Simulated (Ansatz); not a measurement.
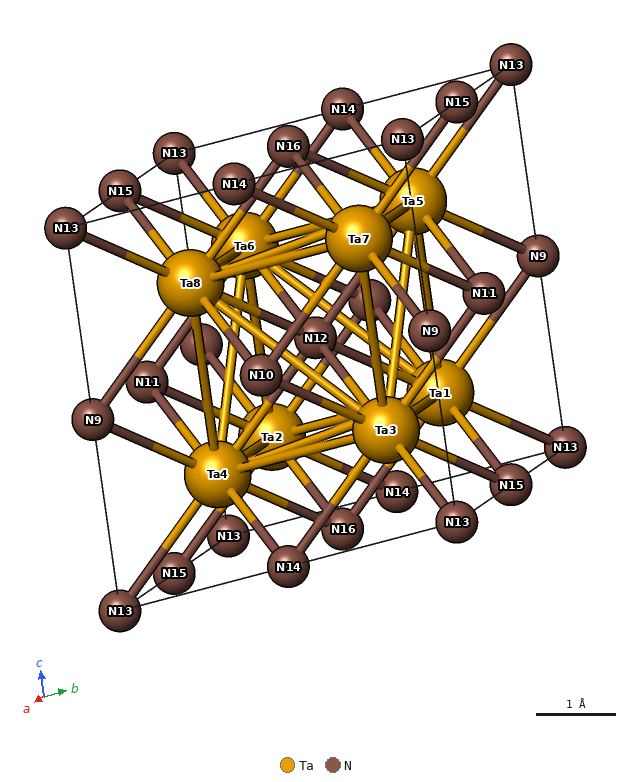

The structure as given in the input (ball-and-stick view of the cell of the calculation, seen slightly off an axis; atoms are numbered from 1 in the order of the input). An atom can appear more than once, as a periodic image. Near neighbours in the periodic cell (some may lie outside the picture): Ta has 6 N at 2.21 Å and 12 Ta at 3.12 Å; N has 6 Ta at 2.21 Å.

# Run report: TaN, single-point calculation

The run: single-point calculation of TaN (Fm-3m, 16 atoms in the cell). Method and program: DFT, PBE, plane waves, PAW, no spin polarisation (Ansatz 0.2.0).

The structure derives from an entry of the Crystallography Open Database. Some settings of this run were made unusual or wrong on purpose. Figures and captions count atoms from 1; the log counts them from 0 in places.

Log
```
Engine: ansatz 0.2.0, aarch64-unknown-linux-gnu
Pseudopotentials: kind: paw
Pseudopotential: Ta, paw, valence charge 13, recommended cutoff 420 eV (normal), Ta.paw.azcp
Pseudopotential: N, paw, valence charge 5, recommended cutoff 420 eV (normal), N.paw.azcp
Functional definition: PBE
  parameter kappa = 0.804
  parameter beta = 0.06672455060314922
  exchange = pbe_x(kappa = kappa, mu = beta*pi^2/3)
  correlation = pbe_c(beta = beta)
Crystal: 16 atoms, lattice volume = 172.382 Å³
Basis set: ecut = 420 eV, 3383 PW (Γ), exchange–correlation on 90×90×90 points (8 copies of the dense FFT grid, shifted against one another)
Bands: 88, of which v1, the nominal top of the filled ones, is band 72 counted from 1 (71 counted from 0)
Symmetry: 384 space group operations
Space group: Fm-3m (ITA 225), of the structure as read, at distance tolerance 5.6e-5 Å
k-points: 29 of 512
Non-local potential: Ta, projectors of the file, l = 0: 3, l = 1: 2, l = 2: 2, l = 3: 1
Non-local potential: N, projectors of the file, l = 0: 2, l = 1: 2, l = 2: 1
PAW form: soft (Blöchl's): semilocal exchange-correlation on the pseudo side does not see the compensation charge
PAW one-centre angular grid: Ta, 590 points (default); XC on 64 Gauss nodes
PAW one-centre angular grid: N, 110 points (default); XC on 64 Gauss nodes
Initial density: superposition of atomic densities (neutral atoms: chi_scale 0, normalization atom), corrected by the library's trained network
Initial wavefunctions: pseudopotential atomic-orbital guess
Functional: x = pbe(κ = 0.804, μ = 0.2195149727645171), c = pbe(β = 0.06672455060314922)
SCF iter   1: F=—  HF=-82542.671146 eV  |F-HF|=—  |Δ(HF+E_count)|=         —  Δρ=1.39e-3  dr2=5.91e-4  ethr=1.77e-3  ⟨swp⟩=5.1  Hψ=8651  notcnv=0  defer=344
preconditioner: auto → Resta (q_TF=auto, 2.648 Å⁻¹)  ε∞=8.4  [insulator: Δε(μ)=0.009 eV  Ē_g=9.270 eV  n_scr=58 (ndim 8)  ℏωp=25.3 eV  f_vac=0.000  ε∞_Penn≈8.4]
SCF iter   2: F=—  HF=-82542.670880 eV  |F-HF|=—  |Δ(HF+E_count)|=   2.66e-4  Δρ=8.28e-4  dr2=2.59e-4  ethr=4.11e-7  ⟨swp⟩=3.0  Hψ=5689  notcnv=0  defer=388
SCF iter   3: F=—  HF=-82542.671958 eV  |F-HF|=—  |Δ(HF+E_count)|=   1.08e-3  Δρ=3.27e-4  dr2=1.63e-4  ethr=1.80e-7  ⟨swp⟩=2.0  Hψ=3473  notcnv=0  defer=358
SCF iter   4: F=—  HF=-82542.671952 eV  |F-HF|=—  |Δ(HF+E_count)|=   5.97e-6  Δρ=8.93e-5  dr2=9.56e-6  ethr=1.13e-7  ⟨swp⟩=2.0  Hψ=3406  notcnv=0  defer=297
SCF iter   5: F=—  HF=-82542.672098 eV  |F-HF|=—  |Δ(HF+E_count)|=   1.47e-4  Δρ=2.36e-5  dr2=7.30e-7  ethr=6.64e-9  ⟨swp⟩=2.0  Hψ=3418  notcnv=0  defer=289
SCF iter   6: F=-82542.672098 eV  HF=-82542.672098 eV  |F-HF|=5.83e-8  |Δ(HF+E_count)|=   1.93e-7  Δρ=9.13e-6  dr2=9.12e-8  ethr=6.94e-11  ⟨swp⟩=10.0  Hψ=12144  notcnv=0
WARN: a fill by count may have filled part of one level: at k-index 15 the highest filled band, 20.809491 eV, and the lowest empty band, 20.809491 eV, stand 0.000e0 eV apart, within the solve's uncertainty, 3.162e-4 eV. If they are one level, whatever splits it, however little, can move the result. A smearing (`scf.occupations.method` with a `width`) well over the split that the run's distortions make, where the deck can take one, can fill the level evenly. On an open shell (a free atom, a radical) an even fill, a smearing's or one that the run's symmetry operations hold, can lie tenths of an eV above a state that splits the level, and an energy difference taken against it is then off by as much. To look for that state on an open shell, re-run with `crystal.symmetry.detect: false`, without `crystal.symmetry.time_reversal: true` (on a non-collinear deck from a starting moment too), where the deck allows it, and compare the energies; that run can end on one of several states, or fail to converge. If the gap is true, a tighter SCF threshold (`scf.convergence.dr2_threshold`, or `saddle.dr2_threshold`, `phonons.dr2_threshold` by `fd` or `hamiltonian.hubbard.lr.dr2_threshold` where that key governs the SCF) lowers that uncertainty; where it stays it is the eigensolver's: a larger `scf.n_extra_bands` or, on support functions, `scf.eigensolver.kind: davidson` lowers it. See `scf.occupations.method`, Limitations, in the input reference
SCF 1 converged in 6 iterations: F = -82542.672098 eV  dr2 = 9.12e-8
  greatest PAW one-centre occupation: 0.999 electrons in one spin orbital (limit 2), on the Ta atom at site 7 (counted from 0), in its partial waves of l = 0
```

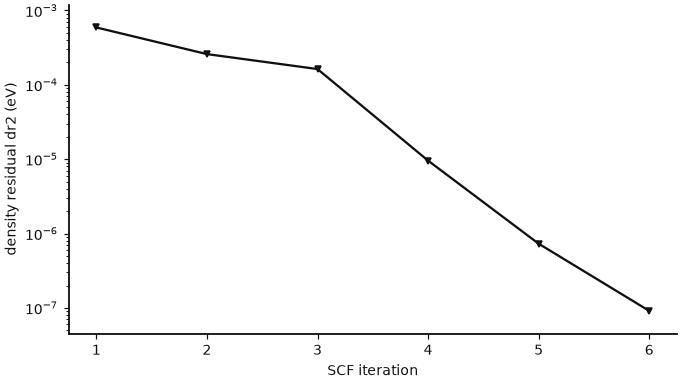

Convergence of the self-consistent field: density residual dr2 against the SCF iteration. The residual falls at every step.

```
SCF converged after 6 iterations
Free energy (F): -82542.672098 eV
Harris-Foulkes:  -82542.672098 eV  (|F-HF|=5.83e-8)
Internal energy: -82542.672098 eV  (E = F + TS)
E sigma→0 (E₀):  -82542.672098 eV
Fermi energy:    22.112397 eV
--- Per-component energies (eV) ---
  E_band       = -392.045735
  E_kinetic    = 4004.550965
  E_local      = -4738.833596  (includes V_loc(G=0)·N_el)
  E_nonlocal   = 478.618149
  E_hartree    = 1591.935647
  E_xc         = -2239.752920
  E_vxc        = -2259.500961  (∫ρ·V_xc dr)
  E_paw        = -68193.885679  (= ΣΔE_a)
  E_vpaw       = -1060.751798  (= ΣTr[D̂ρ^β])
  E_aug_tail   = 0.001246  (compensation charges beyond the density's cutoff)
  E_ewald      = -13445.305910
  E_smearing   = -0.000000  (= −TS)
  E_closure    = 0.000000  (closes the sum)
  Σ components = -82542.672098   (vs F -82542.672098, Δ=0.00e0)
--- Forces (eV/Å), atoms counted from 1 ---
  atom   1  Ta    -0.00000000     0.00000000     0.00000000
  atom   2  Ta    -0.00000000    -0.00000000     0.00000000
  atom   3  Ta    -0.00000000    -0.00000000     0.00000000
  atom   4  Ta     0.00000000    -0.00000000    -0.00000000
  atom   5  Ta    -0.00000000     0.00000000     0.00000000
  atom   6  Ta    -0.00000000    -0.00000000    -0.00000000
  atom   7  Ta    -0.00000000    -0.00000000     0.00000000
  atom   8  Ta    -0.00000000    -0.00000000    -0.00000000
  atom   9  N      0.00000000    -0.00000000     0.00000000
  atom  10  N      0.00000000     0.00000000     0.00000000
  atom  11  N      0.00000000    -0.00000000    -0.00000000
  atom  12  N      0.00000000     0.00000000    -0.00000000
  atom  13  N      0.00000000     0.00000000     0.00000000
  atom  14  N      0.00000000     0.00000000     0.00000000
  atom  15  N      0.00000000    -0.00000000     0.00000000
  atom  16  N      0.00000000     0.00000000    -0.00000000
  max |Σ_I F_I| component: 1.95e-25 eV/Å
--- Stress (GPa, compression-positive) ---
        0.738437       0.000000       0.000000
       -0.000000       0.738437      -0.000000
        0.000000      -0.000000       0.738437
  P = ⅓ Tr σ = 0.7384 GPa (7.384 kbar)
--- Band table (eV; the first three rows and the last of 29) ---
  k-point 0: bands = ["-48.0846", "-48.0317", "-48.0317", "-48.0317", "-48.0317", "-48.0143", "-48.0143", "-48.0143", "-15.1532", "-15.1532", "-15.1532", "-15.1532", "-15.0314", "-15.0314", "-15.0314", "-14.6096", "-14.6096", "-14.6096", "-14.6096", "-14.6096", "-14.6096", "-14.4171", "-14.4171", "-14.4171", "-14.4171", "-14.4171", "-14.4171", "-14.4171", "-14.4171", "-14.3384", "-14.3384", "-14.3384", "2.6695", "3.8969", "3.8969", "3.8969", "5.5954", "5.5954", "5.5954", "5.5954", "11.1413", "11.1413", "11.1413", "11.1413", "13.9176", "13.9176", "13.9176", "13.9176", "13.9176", "13.9176", "13.9176", "13.9176", "14.7802", "14.7802", "14.7802", "16.0281", "16.0281", "16.0281", "16.7985", "16.7985", "16.7985", "16.7985", "16.7985", "16.7985", "17.6204", "17.6204", "17.6204", "19.3382", "19.3382", "19.3382", "21.4789", "21.4789", "22.7913", "23.2691", "23.2691", "23.2691", "23.2691", "23.2691", "23.2691", "23.2691", "23.2691", "23.3520", "23.3520", "23.3520", "23.3520", "23.4952", "23.4952", "23.4952"]
  k-point 1: bands = ["-48.0826", "-48.0337", "-48.0310", "-48.0310", "-48.0310", "-48.0149", "-48.0149", "-48.0149", "-15.1386", "-15.1386", "-15.1386", "-15.1243", "-15.0185", "-15.0185", "-15.0185", "-14.6213", "-14.6213", "-14.6213", "-14.6024", "-14.6024", "-14.6024", "-14.4359", "-14.4359", "-14.4359", "-14.4246", "-14.4246", "-14.4246", "-14.4141", "-14.4141", "-14.3718", "-14.3415", "-14.3415", "2.7611", "3.9532", "3.9532", "3.9532", "5.4412", "5.5178", "5.5178", "5.5178", "11.2784", "11.2784", "11.2784", "11.3558", "13.9601", "13.9601", "13.9601", "13.9996", "13.9996", "14.0002", "14.0002", "14.0002", "14.6852", "14.6852", "14.6852", "15.7337", "15.7337", "15.7337", "16.6384", "16.6384", "16.6384", "17.0863", "17.0863", "17.0863", "17.1148", "17.2879", "17.2879", "19.4929", "19.4929", "19.5574", "21.8612", "21.8612", "22.6927", "22.6927", "22.6927", "22.8271", "23.0511", "23.0511", "23.0858", "23.3167", "23.3167", "23.3167", "23.3641", "23.3641", "23.3641", "23.7118", "23.7118", "23.7118"]
  k-point 2: bands = ["-48.0769", "-48.0395", "-48.0291", "-48.0291", "-48.0291", "-48.0168", "-48.0168", "-48.0168", "-15.0980", "-15.0980", "-15.0980", "-15.0410", "-14.9877", "-14.9877", "-14.9877", "-14.6482", "-14.6482", "-14.6482", "-14.5819", "-14.5819", "-14.5819", "-14.4881", "-14.4881", "-14.4881", "-14.4656", "-14.4458", "-14.4458", "-14.4458", "-14.4057", "-14.4057", "-14.3501", "-14.3501", "3.0261", "4.1159", "4.1159", "4.1159", "5.0395", "5.3052", "5.3052", "5.3052", "11.6719", "11.6719", "11.6719", "11.9423", "14.0811", "14.0811", "14.0811", "14.2428", "14.2428", "14.2428", "14.2444", "14.2444", "14.3731", "14.3731", "14.3731", "15.2165", "15.2165", "15.2165", "16.0864", "16.2221", "16.2221", "16.2221", "16.5956", "16.5956", "17.6723", "17.6723", "17.6723", "19.8547", "19.8547", "19.8819", "21.6057", "21.6057", "21.6057", "21.9762", "22.4879", "22.4879", "22.7933", "22.7933", "23.4568", "23.4568", "23.4568", "23.4601", "23.4601", "23.4601", "23.8332", "24.2718", "24.2718", "24.2718"]
  k-point 28: bands = ["-48.0443", "-48.0443", "-48.0443", "-48.0443", "-48.0193", "-48.0193", "-48.0193", "-48.0193", "-14.9016", "-14.9016", "-14.9016", "-14.9016", "-14.8160", "-14.8160", "-14.8160", "-14.8160", "-14.7734", "-14.7734", "-14.7734", "-14.7734", "-14.5269", "-14.5269", "-14.5269", "-14.5269", "-14.5230", "-14.5230", "-14.5230", "-14.5230", "-14.4220", "-14.4220", "-14.4220", "-14.4220", "4.2816", "4.2816", "4.2816", "4.2816", "4.7753", "4.7753", "4.7753", "4.7753", "13.0148", "13.0148", "13.0148", "13.0148", "13.0666", "13.0666", "13.0666", "13.0666", "14.6044", "14.6044", "14.6044", "14.6044", "14.6628", "14.6628", "14.6628", "14.6628", "15.1113", "15.1113", "15.1113", "15.1113", "15.4762", "15.4762", "15.4762", "15.4762", "19.2383", "19.2383", "19.2383", "19.2383", "21.3847", "21.3847", "21.3847", "21.3847", "21.6806", "21.6806", "21.6806", "21.6806", "22.6516", "22.6516", "22.6516", "22.6516", "23.0088", "23.0088", "23.0088", "23.0088", "23.5038", "23.5038", "23.5038", "23.5038"]
```

The run was set up as follows.

Input
```yaml
crystal:
  lattice:
    - [0.0, 4.4172695491, -4.4172695491]
    - [4.4172695491, 4.4172695491, 0.0]
    - [4.4172695491, 0.0, -4.4172695491]
  atoms:
    - { symbol: Ta, position: [0.25, 0.75, 0.25] }
    - { symbol: Ta, position: [0.25, 0.25, 0.25] }
    - { symbol: Ta, position: [0.75, 0.75, 0.25] }
    - { symbol: Ta, position: [0.75, 0.25, 0.25] }
    - { symbol: Ta, position: [0.25, 0.75, 0.75] }
    - { symbol: Ta, position: [0.25, 0.25, 0.75] }
    - { symbol: Ta, position: [0.75, 0.75, 0.75] }
    - { symbol: Ta, position: [0.75, 0.25, 0.75] }
    - { symbol: "N", position: [0.0, 0.0, 0.5] }
    - { symbol: "N", position: [0.0, 0.5, 0.5] }
    - { symbol: "N", position: [0.5, 0.0, 0.5] }
    - { symbol: "N", position: [0.5, 0.5, 0.5] }
    - { symbol: "N", position: [0.0, 0.0, 1.0] }
    - { symbol: "N", position: [0.0, 0.5, 1.0] }
    - { symbol: "N", position: [0.5, 0.0, 1.0] }
    - { symbol: "N", position: [0.5, 0.5, 1.0] }
basis:
  ecutwfc: 420
  xc_grid: 2
kpoints:
  mp_grid: { grid: [8, 8, 8], shift: [0.0, 0.0, 0.0] }
hamiltonian:
  xc: pbe
scf:
  occupations: { method: fixed }
  max_iter: 50
output:
  forces: true
  eigenvalues: true
  stress: true
```

Launched with:
```bash
ansatz run input.yaml --threads 4 --pin off --max-ram 10240MiB --backend cpu --events-out ev --progress --plain --runs-dir out
```

Outcome

| quantity | value |
| --- | --- |
| outcome | converged |
| space group (tolerance 0.01 Å) | Fm-3m (225) |
| electrons treated | 144 |
| free energy | −82542.6721 eV |
| Fermi energy | 22.112 eV |
| gap on the k-point mesh | none (metallic) |
| pressure | 0.74 GPa |
| largest force (length of the vector) | under 0.001 eV/Å |
| hardware | 4 threads of Arm Neoverse V1, 24 GiB of memory available, shared host |
| wall time | 9.3 s (CPU time 36 s) |
| peak memory | 0.83 GiB |

What went wrong

A setting was made wrong on purpose: fixed occupations whatever the gap (`scf.occupations`). Fixed occupations are valid only where a gap stays open. The run converged all the same; its numbers are those of the faulty input and shouldn't be used. Notes on the run: filled and empty bands overlap.
